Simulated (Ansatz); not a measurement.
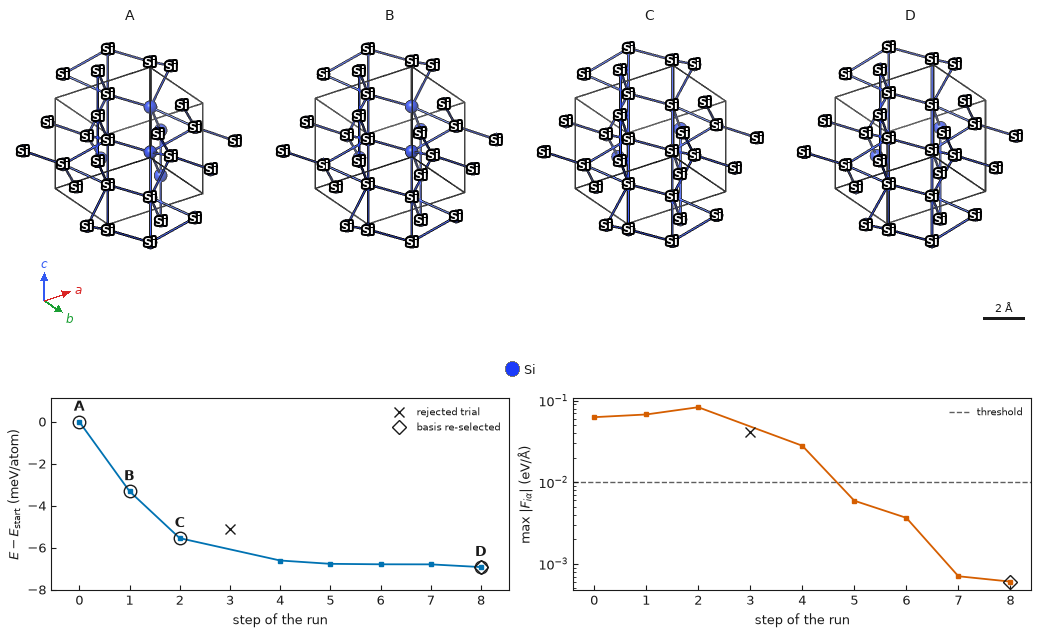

Frames of a relaxation of solid Si (a generated structure, set up in Pbcm), marked on the history of the run. A ball-and-stick model of the cell of the calculation, seen from a free direction.

The calculation used Ansatz 0.2.0, DFT PBE, scalar-relativistic, plane waves, PAW. Settings: plane-wave cutoff 420 eV; k-point mesh 8 × 8 × 8; occupations gaussian; smearing width 0.1 eV; no spin polarisation; cell and atoms relaxed; force threshold 0.01 eV/Å; at most 80 steps.

Describe the path.

Over 6 accepted moves (8 points after the start) the energy falls by 6.9 meV per atom. The largest force component goes from 0.063 to 0.00061 eV/Å. Pressure: 0.19 GPa at the start and 0.02 GPa at the end. The line search rejected the trial step at point 3 of the run. The SCF was repeated once at an unchanged geometry on a basis and grid sized afresh for the cell, which shifted the energy by 0.1 meV per atom at most. The largest moves relative to the cell, 0.14 Å, are those of Si atoms. The volume changes by +2.6 %, with a 5.690 → 5.923 Å (+4.1 %), b 4.584 → 4.470 Å (−2.5 %), c 5.051 → 5.106 Å (+1.1 %). Among the contacts that change: Si–Si 2.553 → 2.520 Å, Si–Si 2.525 → 2.553 Å, Si–Si 2.493 → 2.466 Å, Si–Si 2.430 → 2.417 Å. Bond angles that change, for instance: Si–Si–Si 82.2° → 88.4°, Si–Si–Si 141.3° → 135.3°, Si–Si–Si 85.5° → 90.6°. The space group stays Pbcm (No. 57). From step 0 to 1: Si atoms move most (0.03 Å), volume +1.3 %, energy −3.3 meV per atom. From step 1 to 2: Si atoms move most (0.06 Å), volume +1.1 %, energy −2.2 meV per atom. From step 2 to 8: Si atoms move most (0.06 Å), volume +0.2 %, energy −1.4 meV per atom.

```json
{"step": "0", "E − E(0), meV/atom": "0.00", "largest force component, eV/Å": "0.0628", "pressure, GPa": "0.19", "volume, Å³/atom": "16.469", "note": ""}
{"step": "1", "E − E(0), meV/atom": "-3.31", "largest force component, eV/Å": "0.0678", "pressure, GPa": "-0.18", "volume, Å³/atom": "16.685", "note": ""}
{"step": "2", "E − E(0), meV/atom": "-5.54", "largest force component, eV/Å": "0.0832", "pressure, GPa": "-0.25", "volume, Å³/atom": "16.865", "note": ""}
{"step": "3", "E − E(0), meV/atom": "-5.10", "largest force component, eV/Å": "0.0414", "pressure, GPa": "-0.93", "volume, Å³/atom": "17.218", "note": "rejected"}
{"step": "4", "E − E(0), meV/atom": "-6.61", "largest force component, eV/Å": "0.0281", "pressure, GPa": "0.48", "volume, Å³/atom": "16.821", "note": ""}
{"step": "5", "E − E(0), meV/atom": "-6.77", "largest force component, eV/Å": "0.0059", "pressure, GPa": "-0.15", "volume, Å³/atom": "16.910", "note": ""}
{"step": "6", "E − E(0), meV/atom": "-6.79", "largest force component, eV/Å": "0.0037", "pressure, GPa": "0.04", "volume, Å³/atom": "16.898", "note": ""}
{"step": "7", "E − E(0), meV/atom": "-6.79", "largest force component, eV/Å": "0.0007", "pressure, GPa": "0.00", "volume, Å³/atom": "16.898", "note": ""}
{"step": "8", "E − E(0), meV/atom": "-6.92", "largest force component, eV/Å": "0.0006", "pressure, GPa": "0.02", "volume, Å³/atom": "16.898", "note": "same geometry, new basis"}
```
